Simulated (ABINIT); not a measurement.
**Optical-spectrum calculation, with input and output: Pd (part 1 of 2)**

System: Pd (1 atom in the cell).
Method: Kohn-Sham DFT of a periodic cell, PBEsol, PseudoDojo NC SR PBEsol v0.4.1 standard, no spin polarisation (ABINIT 10.8.3).

The structure derives from a Materials Project entry.

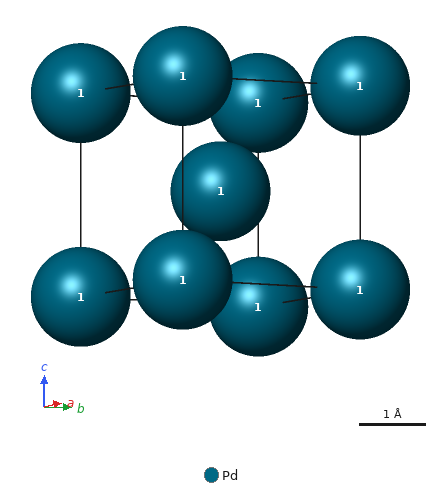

**Figure 1.** The structure as given in the input (spheres-only view of the cell 2 times as large as that of the calculation, set on its symmetry axes, seen at an oblique angle; atoms are numbered from 1 in the order of the input). An atom can appear more than once, as a periodic image.

The input:
```
# Datasets
ndtset 3

# Pseudopotentials
pp_dirpath "./"
pseudos "Pd.upf"

# Structure
acell 3*1.0
rprim
    -2.9711804810     2.9711804810     2.9711804810
     2.9711804810    -2.9711804810     2.9711804810
     2.9711804810     2.9711804810    -2.9711804810
ntypat 1
znucl 46
natom 1
typat 1
xred
            0.0            0.0            0.0

# Plane-wave basis
ecut 37.0

# k points
ngkpt 16 16 16
nshiftk 2
shiftk
     0.2500000000     0.2500000000     0.2500000000
    -0.2500000000    -0.2500000000    -0.2500000000
istwfk *1

# Exchange and correlation
ixc -116133

# Bands and occupations
occopt 6
tsmear 0.00734986

# SCF cycle
nstep 80

# Output
iomode 3
prteig 0
prtebands 0

# Dataset 1: ground state
nband1 13
tolvrs1 1.0e-12
prtden1 1
prtwf1 0
kptopt1 1

# Dataset 2: empty bands at fixed density
iscf2 -3
getden2 1
nband2 25
nbdbuf2 4
tolwfr2 1.0e-12
nstep2 120
prtden2 0
kptopt2 1

# Dataset 3: wave functions and velocity matrix elements in the full zone
optdriver3 8
wfk_task3 "wfk_optics_fullbz"
getwfk3 2
nband3 21
kptopt3 1
prtevk3 1
inclvkb3 2
```

File optic.abi:
```
&FILES
 ddkfile_1 = 'runo_DS3_1_EVK.nc',
 ddkfile_2 = 'runo_DS3_2_EVK.nc',
 ddkfile_3 = 'runo_DS3_3_EVK.nc',
 wfkfile = 'runo_DS3_WFK.nc'
/
&PARAMETERS
 broadening = 0.005512,
 domega = 0.002,
 maxomega = 0.8,
 scissor = 0.000000,
 tolerance = 0.002
/
&COMPUTATIONS
 num_lin_comp = 1,
 lin_comp = 11,
 num_nonlin_comp = 0
/
```

Command:
```bash
abinit run.abi > log 2>&1
optic optic.abi > optic.log 2>&1
```

Log:
```
.Version 10.8.3 of ABINIT
 DATASET    1 : space group Im -3 m (#229); Bravais cI (body-center cubic)
================================================================================
 Values of the parameters that define the memory need for DATASET  1.
     intxc =       0    ionmov =       0      iscf =       7    lmnmax =       6
     lnmax =       6     mgfft =      30  mpssoang =       3    mqgrid =    3001
     natom =       1  nloc_mem =       1    nspden =       1   nspinor =       1
    nsppol =       1      nsym =      48    n1xccc =    2501    ntypat =       1
    occopt =       6   xclevel =       2
       mpw =        1144          nfft =       27000          nkpt =         240
================================================================================
================================================================================

 DATASET    2 : space group Im -3 m (#229); Bravais cI (body-center cubic)
================================================================================
 Values of the parameters that define the memory need for DATASET  2.
     intxc =       0    ionmov =       0      iscf =      -3    lmnmax =       6
     lnmax =       6     mgfft =      30  mpssoang =       3    mqgrid =    3001
     natom =       1  nloc_mem =       1    nspden =       1   nspinor =       1
    nsppol =       1      nsym =      48    n1xccc =    2501    ntypat =       1
    occopt =       6   xclevel =       2
       mpw =        1144          nfft =       27000          nkpt =         240
================================================================================
================================================================================

 DATASET    3 : space group Im -3 m (#229); Bravais cI (body-center cubic)
================================================================================
 Values of the parameters that define the memory need for DATASET  3.
     intxc =       0    ionmov =       0      iscf =       7    lmnmax =       6
     lnmax =       6     mgfft =      30  mpssoang =       3    mqgrid =    3001
     natom =       1  nloc_mem =       1    nspden =       1   nspinor =       1
    nsppol =       1      nsym =      48    n1xccc =    2501    ntypat =       1
    occopt =       6   xclevel =       2
       mpw =        1144          nfft =       27000          nkpt =         240
================================================================================
================================================================================

--------------------------------------------------------------------------------
------------- Echo of variables that govern the present computation ------------
--------------------------------------------------------------------------------
 -outvars: echo values of preprocessed input variables --------
            acell      1.0000000000E+00  1.0000000000E+00  1.0000000000E+00 Bohr
              amu      1.06420000E+02
             ecut      3.70000000E+01 Hartree
           getden1          0
           getden2          1
           getden3          0
           getwfk1          0
           getwfk2          0
           getwfk3          2
             iscf1          7
             iscf2         -3
             iscf3          7
              ixc     -116133
           jdtset        1    2    3
                       outvar_i_n : Printing only first  50 k-points.
         kptrlatt       16    0   16      0   16   16    -16  -16    0
          kptrlen      9.50777754E+01
            natom           1
            nband1         13
            nband2         25
            nband3         21
           nbdbuf1          0
           nbdbuf2          4
           nbdbuf3          0
           ndtset           3
            ngfft          30      30      30
             nkpt         240
            nstep1         80
            nstep2        120
            nstep3         80
             nsym          48
           ntypat           1
                       prtocc : prtvol=0, do not print more k-points.
                       prtocc : prtvol=0, do not print more k-points.
                       prtocc : prtvol=0, do not print more k-points.
           occopt           6
        optdriver1          0
        optdriver2          0
        optdriver3          8
           prtden1          1
           prtden2          0
           prtden3          1
        prtebands           0
           prteig           0
           prtevk1          0
           prtevk2          0
           prtevk3          1
            prtwf1          0
            prtwf2          1
            prtwf3          1
            rprim     -2.9711804810E+00  2.9711804810E+00  2.9711804810E+00
                       2.9711804810E+00 -2.9711804810E+00  2.9711804810E+00
                       2.9711804810E+00  2.9711804810E+00 -2.9711804810E+00
           shiftk      5.00000000E-01  5.00000000E-01 -5.00000000E-01
          spgroup         229
           tolvrs1     1.00000000E-12
           tolvrs2     0.00000000E+00
           tolvrs3     0.00000000E+00
           tolwfr1     0.00000000E+00
           tolwfr2     1.00000000E-12
           tolwfr3     0.00000000E+00
           tsmear      7.34986000E-03 Hartree
            typat      1
         wfk_task1          0
         wfk_task2          0
         wfk_task3          7
                       outvars : Printing only first  50 k-points.
            znucl       46.00000

================================================================================

 chkinp: Checking input parameters for consistency, jdtset=   1.

 chkinp: Checking input parameters for consistency, jdtset=   2.

 chkinp: Checking input parameters for consistency, jdtset=   3.

================================================================================
== DATASET  1 ==================================================================

--- !DatasetInfo
iteration_state: {dtset: 1, }
dimensions: {natom: 1, nkpt: 240, mband: 13, nsppol: 1, nspinor: 1, nspden: 1, mpw: 1144, }
cutoff_energies: {ecut:  37.0, pawecutdg:  -1.0, }
electrons: {nelect:   1.80000000E+01, charge:   0.00000000E+00, occopt:   6.00000000E+00, tsmear:   7.34986000E-03, }
meta: {optdriver: 0, ionmov: 0, optcell: 0, iscf: 7, paral_kgb: 0, }
...

 Real(R)+Recip(G) space primitive vectors, cartesian coordinates (Bohr,Bohr^-1):
 R(1)= -2.9711805  2.9711805  2.9711805  G(1)=  0.0000000  0.1682833  0.1682833
 R(2)=  2.9711805 -2.9711805  2.9711805  G(2)=  0.1682833  0.0000000  0.1682833
 R(3)=  2.9711805  2.9711805 -2.9711805  G(3)=  0.1682833  0.1682833  0.0000000
 Unit cell volume ucvol=  1.0491730E+02 bohr^3
 Angles (23,13,12)=  1.09471221E+02  1.09471221E+02  1.09471221E+02 degrees

 getcut: wavevector=  0.0000  0.0000  0.0000  ngfft=  30  30  30
         ecut(hartree)=     37.000   => boxcut(ratio)=   2.12895

--- Pseudopotential description ------------------------------------------------
- pspini: atom type   1  psp file is ./Pd.upf
  46.00000  18.00000  180301                  znucl, zion, pspdat
12 -116133 2 -1 1238                          pspcod,pspxc,lmax,lloc,mmax
     nproj     2     2     2

   4.71106934E+02                                ecore*ucvol(ha*bohr**3)
--------------------------------------------------------------------------------

================================================================================

--- !BeginCycle
iteration_state: {dtset: 1, }
solver: {iscf: 7, nstep: 80, nline: 4, wfoptalg: 0, }
tolerances: {tolvrs: 1.00E-12, }
...

     iter   Etot(hartree)      deltaE(h)  residm     vres2
 ETOT  1  -134.75185928384    -1.348E+02 3.058E-01 2.449E+02
 ETOT  2  -134.74948799849     2.371E-03 1.914E-02 3.479E+02
 ETOT  3  -134.85853137463    -1.090E-01 1.361E-02 1.323E-01
 ETOT  4  -134.85858220172    -5.083E-05 8.939E-04 1.754E-03
 ETOT  5  -134.85858252149    -3.198E-07 6.419E-04 2.328E-04
 ETOT  6  -134.85858259590    -7.440E-08 5.451E-04 2.576E-07
 ETOT  7  -134.85858259597    -7.790E-11 3.108E-04 7.380E-10
 ETOT  8  -134.85858259597    -5.116E-13 6.186E-04 1.154E-12
 ETOT  9  -134.85858259597     1.421E-12 7.689E-04 3.324E-15

 At SCF step    9       vres2   =  3.32E-15 < tolvrs=  1.00E-12 =>converged.

 Cartesian components of stress tensor (hartree/bohr^3)
  sigma(1 1)=  3.76792613E-04  sigma(3 2)=  0.00000000E+00
  sigma(2 2)=  3.76792613E-04  sigma(3 1)=  0.00000000E+00
  sigma(3 3)=  3.76792613E-04  sigma(2 1)=  0.00000000E+00
```
